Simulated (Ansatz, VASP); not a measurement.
# GaAs (GaAs(110)): VASP beside Ansatz

One calculation is typed for both programs; each brings its own data sets and cutoff. How far apart do they land? The structure shown is the end of the VASP relaxation below.

Program: Ansatz 0.2.0. Level of theory: plane waves, with VASP 6.6.1 beside it; single point at PBE and band structure at PBE. Results are calculated unless marked as measured.

## Step 1: Set-up

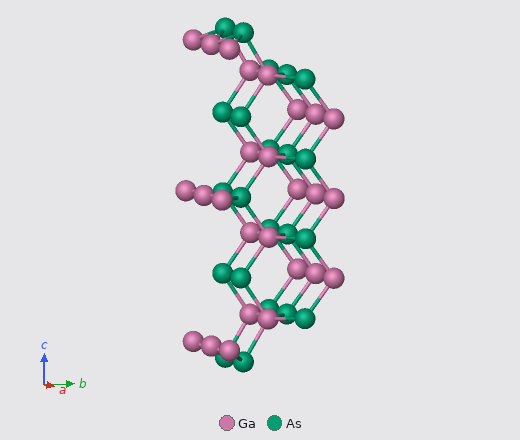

The cell as given, from the side, with the c axis up (gallium pink, arsenic teal). 2×1×1 cells are drawn. Some periodic images of atoms are drawn too.

The cell holds 18 atoms: 9 Ga and 9 As. Cell: a = 4.114 Å, b = 5.818 Å, c = 32.219 Å, α = 90.0°, β = 90.0°, γ = 90.0°. It derives from GaAs. As first built, before any earlier steps moved the atoms: 9 layers, strained by +1 % in the plane. Vacuum lies along c.

## Step 2: VASP: relaxation, PBE

This run makes the geometry at which the two programs are then compared.

Lines of VASP's logs that name or quote its potential files are left out, and so is its time.

INCAR

```
SYSTEM = GaAs
PREC = Normal
ENCUT = 320
EDIFF = 1E-05
NELM = 120
ISMEAR = 0
SIGMA = 0.03
LREAL = Auto
ALGO = Fast
GGA = PE
NBANDS = 54
LORBIT = 11
LWAVE = .FALSE.
LCHARG = .FALSE.
KPAR = 2
NCORE = 2
IBRION = 2
NSW = 60
ISIF = 2
EDIFFG = -0.03
POTIM = 0.4
MAXMIX = 40
IDIPOL = 3
LDIPOL = .TRUE.
DIPOL = 0.5 0.5 0.5
```

POSCAR

```
GaAs
1.0
    4.1141877129      0.0000000000      0.0000000000
    0.0000000000      5.8183400617      0.0000000000
    0.0000000000      0.0000000000     32.2185720984
Ga As
9 9
Direct
    0.0000000000      0.0000000000      0.2483039900
    0.5000000000      0.5000000000      0.3112279900
    0.0000000000      0.0000000000      0.3741519900
    0.5000000000      0.5000000000      0.4370760000
    0.0000000000      0.0000000000      0.5000000000
    0.5000000000      0.5000000000      0.5629240000
    0.0000000000      0.0000000000      0.6258480100
    0.5000000000      0.5000000000      0.6887720100
    0.0000000000      0.0000000000      0.7516960100
    0.0000000000      0.7500000000      0.3112279900
    0.5000000000      0.2500000000      0.2483039900
    0.0000000000      0.7500000000      0.4370760000
    0.5000000000      0.2500000000      0.3741519900
    0.0000000000      0.7500000000      0.5629240000
    0.5000000000      0.2500000000      0.5000000000
    0.0000000000      0.7500000000      0.6887720100
    0.5000000000      0.2500000000      0.6258480100
    0.5000000000      0.2500000000      0.7516960100
```

KPOINTS

```
Automatic mesh
0
Gamma
6 4 1
0 0 0
```

The projector-augmented-wave data sets are Ga and As (PBE family, release 64).

Started as:

```console
$ mpirun -np 4 vasp_std
```

Numbers of over 12 decimals in the logs are rounded to 6 here.

The program printed:

```text
[banner, memory and clock lines left out]
running    4 mpi-ranks, on    1 nodes
 distrk:  each k-point on    2 cores,    2 groups
 distr:  one band on    2 cores,    1 groups

 POSCAR found type information on POSCAR GaAs
 POSCAR found :  2 types and      18 ions
 LDA part: xc-table for (Slater+PW92), standard interpolation
 POSCAR, INCAR and KPOINTS ok, starting setup
 FFT: planning ... GRIDC
 FFT: planning ... GRID_SOFT
 FFT: planning ... GRID
 WAVECAR not read
 entering main loop
       N       E                     dE             d eps       ncg     rms          rms(c)
DAV:   1     0.302224174190E+03    0.30222E+03   -0.18498E+04  1296   0.686E+02
DAV:   2    -0.364972886559E+02   -0.33872E+03   -0.32687E+03  1744   0.147E+02
DAV:   3    -0.721148251366E+02   -0.35618E+02   -0.35146E+02  1562   0.500E+01
DAV:   4    -0.734583565266E+02   -0.13435E+01   -0.13394E+01  1672   0.110E+01
DAV:   5    -0.735020011855E+02   -0.43645E-01   -0.43621E-01  1640   0.188E+00    0.105E+01
RMM:   6    -0.716902307781E+02    0.18118E+01   -0.21157E+00  1296   0.312E+00    0.602E+00
RMM:   7    -0.714506040123E+02    0.23963E+00   -0.26183E+00  1300   0.341E+00    0.155E+00
RMM:   8    -0.714102088637E+02    0.40395E-01   -0.42370E-01  1297   0.170E+00    0.517E-01
RMM:   9    -0.713900343198E+02    0.20175E-01   -0.29852E-02  1317   0.551E-01    0.211E-01
RMM:  10    -0.713905270124E+02   -0.49269E-03   -0.17160E-02  1338   0.301E-01    0.113E-01
RMM:  11    -0.713913091464E+02   -0.78213E-03   -0.26369E-03  1310   0.150E-01    0.513E-02
RMM:  12    -0.713918048727E+02   -0.49573E-03   -0.10488E-03  1322   0.903E-02    0.483E-02
RMM:  13    -0.713919536149E+02   -0.14874E-03   -0.83176E-04  1308   0.614E-02    0.170E-02
RMM:  14    -0.713921703603E+02   -0.21675E-03   -0.21506E-04  1301   0.320E-02    0.120E-02
RMM:  15    -0.713922914559E+02   -0.12110E-03   -0.42465E-05  1022   0.166E-02    0.692E-03
RMM:  16    -0.713923366861E+02   -0.45230E-04   -0.27965E-05   940   0.113E-02    0.277E-03
RMM:  17    -0.713923657004E+02   -0.29014E-04   -0.10712E-05   893   0.623E-03    0.179E-03
RMM:  18    -0.713923887025E+02   -0.23002E-04   -0.36132E-06   677   0.358E-03    0.113E-03
RMM:  19    -0.713924288630E+02   -0.40161E-04   -0.31531E-06   645   0.342E-03    0.123E-03
RMM:  20    -0.713924385958E+02   -0.97328E-05   -0.33634E-07   460   0.218E-03
   1 F= -.71392439E+02 E0= -.71392386E+02  d E =-.713924E+02
[... from here on, the cycles between the ionic steps are left out ...]
   2 F= -.71774476E+02 E0= -.71774476E+02  d E =-.382037E+00
   3 F= -.72204281E+02 E0= -.72204281E+02  d E =-.811842E+00
  10 F= -.72786887E+02 E0= -.72786887E+02  d E =-.266330E-01
  11 F= -.72797524E+02 E0= -.72797524E+02  d E =-.106368E-01
  12 F= -.72797627E+02 E0= -.72797627E+02  d E =-.107404E-01
  13 F= -.72801365E+02 E0= -.72801365E+02  d E =-.373782E-02
  14 F= -.72801696E+02 E0= -.72801696E+02  d E =-.406891E-02
  15 F= -.72804181E+02 E0= -.72804181E+02  d E =-.248494E-02
  16 F= -.72804661E+02 E0= -.72804661E+02  d E =-.296442E-02
  17 F= -.72806754E+02 E0= -.72806754E+02  d E =-.209320E-02
  18 F= -.72807049E+02 E0= -.72807049E+02  d E =-.238875E-02
  19 F= -.72808193E+02 E0= -.72808193E+02  d E =-.114335E-02
  20 F= -.72808289E+02 E0= -.72808289E+02  d E =-.123958E-02
 curvature:  -5.70 expect dE=-0.205E-02 dE for cont linesearch -0.284E-05
 trial: gam= 0.57930 g(F)=  0.359E-03 g(S)=  0.000E+00 ort = 0.265E-04 (trialstep = 0.361E+01)
 search vector abs. value=  0.864E-03
 bond charge predicted
       N       E                     dE             d eps       ncg     rms          rms(c)
DAV:   1    -0.728085210024E+02   -0.23828E-03   -0.10690E-01  1308   0.990E-01    0.104E-01
RMM:   2    -0.728089398714E+02   -0.41887E-03   -0.63109E-03  1296   0.231E-01    0.310E-02
RMM:   3    -0.728090550614E+02   -0.11519E-03   -0.10663E-03  1301   0.981E-02    0.322E-02
RMM:   4    -0.728091039566E+02   -0.48895E-04   -0.16215E-04  1330   0.387E-02    0.197E-02
RMM:   5    -0.728091112089E+02   -0.72523E-05   -0.31810E-05   993   0.180E-02
  21 F= -.72809111E+02 E0= -.72809111E+02  d E =-.822195E-03
 trial-energy change:   -0.000822  1 .order   -0.000835   -0.001353   -0.000318
 step:   4.7186(harm=  4.7186)  dis= 0.00728  next Energy=   -72.809173 (dE=-0.884E-03)
 reached required accuracy - stopping structural energy minimisation
```

Parts of OUTCAR (step 2):

```text
ion  position               nearest neighbor table
   1  0.000  0.000  0.248-  10 2.50  11 2.52  11 2.52
   2  0.500  0.500  0.311-  11 2.50  13 2.50  10 2.52  10 2.52
   3  0.000  0.000  0.374-  10 2.50  12 2.50  13 2.52  13 2.52
   4  0.500  0.500  0.437-  15 2.50  13 2.50  12 2.52  12 2.52
   5  0.000  0.000  0.500-  12 2.50  14 2.50  15 2.52  15 2.52
   6  0.500  0.500  0.563-  15 2.50  17 2.50  14 2.52  14 2.52
   7  0.000  0.000  0.626-  16 2.50  14 2.50  17 2.52  17 2.52
   8  0.500  0.500  0.689-  17 2.50  18 2.50  16 2.52  16 2.52
   9  0.000  0.000  0.752-  16 2.50  18 2.52  18 2.52
  10  0.000  0.750  0.311-   1 2.50   3 2.50   2 2.52   2 2.52
  11  0.500  0.250  0.248-   2 2.50   1 2.52   1 2.52
  12  0.000  0.750  0.437-   5 2.50   3 2.50   4 2.52   4 2.52
  13  0.500  0.250  0.374-   2 2.50   4 2.50   3 2.52   3 2.52
  14  0.000  0.750  0.563-   5 2.50   7 2.50   6 2.52   6 2.52
  15  0.500  0.250  0.500-   4 2.50   6 2.50   5 2.52   5 2.52
  16  0.000  0.750  0.689-   7 2.50   9 2.50   8 2.52   8 2.52
  17  0.500  0.250  0.626-   8 2.50   6 2.50   7 2.52   7 2.52
  18  0.500  0.250  0.752-   8 2.50   9 2.52   9 2.52

  LATTYP: Found a simple orthorhombic cell.
 ALAT       =     4.1141877129
 B/A-ratio  =     1.4142135624
 C/A-ratio  =     7.8310894754

 Subroutine GETGRP returns: Found  4 space group operations
 (whereof  4 operations were pure point group operations)

The static configuration has the point symmetry C_2v.

 Found     12 irreducible k-points:

   k-points           NKPTS =     12   k-points in BZ     NKDIM =     12   number of bands    NBANDS=     54

   dimension x,y,z NGX =    18 NGY =   28 NGZ =  144
   dimension x,y,z NGXF=    36 NGYF=   56 NGZF=  288

   ENCUT  =  320.0 eV  23.52 Ry    4.85 a.u.   6.00  8.49 46.99*2*pi/ulx,y,z

   NELECT =      72.0000    total number of electrons

 k-points in reciprocal lattice and weights: Automatic mesh
   0.00000000  0.00000000  0.00000000       0.042
   0.16666667  0.00000000  0.00000000       0.083
   0.33333333  0.00000000  0.00000000       0.083
   0.50000000  0.00000000  0.00000000       0.042
   0.00000000  0.25000000  0.00000000       0.083
   0.16666667  0.25000000  0.00000000       0.167
   0.33333333  0.25000000  0.00000000       0.167
   0.50000000  0.25000000  0.00000000       0.083
   0.00000000  0.50000000  0.00000000       0.042
   0.16666667  0.50000000  0.00000000       0.083
   0.33333333  0.50000000  0.00000000       0.083
   0.50000000  0.50000000  0.00000000       0.042

 dipolmoment           0.000000      0.000000      0.000000 electrons x Angstroem

 average (electrostatic) potential at core
       1 -18.4486       2 -18.2255       3 -18.2546       4 -18.2479       5 -18.2520
       6 -18.2479       7 -18.2546       8 -18.2255       9 -18.4486      10 -55.0953
      11 -54.7655      12 -55.0774      13 -55.0428      14 -55.0774      15 -55.0634
      16 -55.0953      17 -55.0428      18 -54.7655

 E-fermi :  -0.8143

 k-point     1 :       0.0000    0.0000    0.0000
  band No.  band energies     occupation
    ...
     32      -1.2527      2.00000
     33      -1.1747      2.00000
     34      -1.1364      2.00000
     35      -1.0429      2.00000
     36      -0.9487      2.00000
     37      -0.3325      0.00000
     38       0.4475      0.00000
     39       0.6145      0.00000
     40       0.7016      0.00000
     41       0.8250      0.00000
    ...

 k-point     2 :       0.1667    0.0000    0.0000
  band No.  band energies     occupation
    ...
     32      -2.0499      2.00000
     33      -1.7931      2.00000
     34      -1.7273      2.00000
     35      -1.4938      2.00000
     36      -1.2268      2.00000
     37       0.7691      0.00000
     38       1.1260      0.00000
     39       1.1697      0.00000
     40       1.5918      0.00000
     41       1.5944      0.00000
    ...

 k-point     3 :       0.3333    0.0000    0.0000
  band No.  band energies     occupation
    ...
     32      -2.5602      2.00000
     33      -2.4102      2.00000
     34      -2.1349      2.00000
     35      -1.8475      2.00000
     36      -1.4935      2.00000
     37       0.4411      0.00000
     38       0.5926      0.00000
     39       0.9307      0.00000
     40       1.2376      0.00000
     41       1.3316      0.00000
    ...

  Total       -5.8499621     -3.4903013     -0.4946464      0.0000000      0.0000000      0.0000000
  in kB      -12.1527382     -7.2507680     -1.0275806      0.0000000      0.0000000      0.0000000
  external PRESSURE =      -6.8103623 kB  Pullay stress =       0.0000000 kB

  energy-cutoff  :      320.00
  volume of cell :      771.24
      direct lattice vectors                 reciprocal lattice vectors
     4.114187713  0.000000000  0.000000000     0.243061345  0.000000000  0.000000000
     0.000000000  5.818340062  0.000000000     0.000000000  0.171870325  0.000000000
     0.000000000  0.000000000 32.218572098     0.000000000  0.000000000  0.031037999

 POSITION                                       TOTAL-FORCE (eV/Angst)
 -----------------------------------------------------------------------------------
      4.11419      0.34806      8.46475         0.000000      0.012135     -0.006955
      2.05709      2.82110      9.92687         0.000000     -0.004738      0.007195
      0.00000      5.76861     12.06867         0.000000      0.005128      0.006733
      2.05709      2.85937     14.06740         0.000000     -0.011967     -0.009073
      0.00000      5.78036     16.10929         0.000000     -0.014087      0.000000
      2.05709      2.85937     18.15117         0.000000     -0.011967      0.009073
      0.00000      5.76861     20.14990        -0.000000      0.005128     -0.006733
      2.05709      2.82110     22.29171         0.000000     -0.004738     -0.007195
      4.11419      0.34806     23.75382         0.000000      0.012135      0.006955
      0.00000      4.26884     10.03698        -0.000000      0.006270      0.003737
      2.05709      1.54184      7.76111         0.000000     -0.001449      0.016111
      4.11419      4.30318     14.08941         0.000000      0.011946     -0.003224
      2.05709      1.40612     12.02304         0.000000     -0.001962      0.009739
      4.11419      4.30318     18.12916         0.000000      0.011946      0.003224
      2.05709      1.40506     16.10929         0.000000     -0.016637      0.000000
      4.11419      4.26884     22.18159         0.000000      0.006270     -0.003737
      2.05709      1.40612     20.19553        -0.000000     -0.001962     -0.009739
      2.05709      1.54184     24.45747         0.000000     -0.001449     -0.016111
 -----------------------------------------------------------------------------------
    total drift:                                0.000000      0.081438      0.000003

  FREE ENERGIE OF THE ION-ELECTRON SYSTEM (eV)
  ---------------------------------------------------
  free  energy   TOTEN  =       -72.8091112089 eV

  energy  without entropy=      -72.8091112089  energy(sigma->0) =      -72.80911121

 reached required accuracy - stopping structural energy minimisation

 vacuum level on the upper side and lower side of the slab         4.011         4.011

 total charge
# of ion       s       p       d       tot
------------------------------------------
    1        1.153   0.952   0.092   2.198
    2        1.082   1.080   0.118   2.280
    3        1.084   1.090   0.116   2.290
    4        1.085   1.093   0.117   2.295
    5        1.084   1.098   0.118   2.301
    6        1.085   1.093   0.117   2.295
    7        1.084   1.090   0.116   2.290
    8        1.082   1.080   0.118   2.280
    9        1.153   0.952   0.092   2.198
   10        1.221   1.546   0.025   2.792
   11        1.265   1.457   0.022   2.743
   12        1.218   1.550   0.024   2.792
   13        1.220   1.541   0.024   2.785
   14        1.218   1.550   0.024   2.792
   15        1.218   1.548   0.024   2.791
   16        1.221   1.546   0.025   2.792
   17        1.220   1.541   0.024   2.785
   18        1.265   1.457   0.022   2.743
--------------------------------------------------
tot         20.959  23.263   1.219  45.441

[... 3 further parts left out ...]
```

CONTCAR:

```
GaAs
   1.00000000000000
     4.1141877128999997    0.0000000000000000    0.0000000000000000
     0.0000000000000000    5.8183400616999998    0.0000000000000000
     0.0000000000000000    0.0000000000000000   32.2185720984000028
  Ga              As
     9     9
Direct
     1.0000000000000000    0.0598206996889618    0.2627288523396515
     0.5000000000000000    0.4848634469611366    0.3081100285523932
     0.0000000000000000    0.9914529685667638    0.3745873847889508
     0.5000000000000000    0.4914408100184500    0.4366240808706761
     0.0000000000000000    0.9934717159666819    0.5000000000000000
     0.5000000000000000    0.4914408100184500    0.5633759191293238
     0.0000000000000000    0.9914529685667638    0.6254126152110492
     0.5000000000000000    0.4848634469611366    0.6918899714476068
     1.0000000000000000    0.0598206996889618    0.7372711476603483
     0.0000000000000000    0.7336872738646182    0.3115277439674723
     0.5000000000000000    0.2649965493139239    0.2408891961889287
     1.0000000000000000    0.7395882198297347    0.4373072363851724
     0.5000000000000000    0.2416705214844068    0.3731711185083537
     1.0000000000000000    0.7395882198297347    0.5626927636148272
     0.5000000000000000    0.2414873045773277    0.5000000000000000
     1.0000000000000000    0.7336872738646182    0.6884722560325276
     0.5000000000000000    0.2416705214844068    0.6268288814916462
     0.5000000000000000    0.2649965493139239    0.7591108038110714
```

[end of part 1 of 3]

[Lines on the potential files, build, host, timing and source positions are cut from VASP's logs without a mark.]

[Logs are printed without paths, hosts, clocks, repeated set-up lines and the standing remarks that a program may print on its own settings, such as how far it seeks lower states.]

[Hosts, paths, dates, database ids (printed as entryN), source tags and the programs' standing remarks are cut or masked in the printed files.]
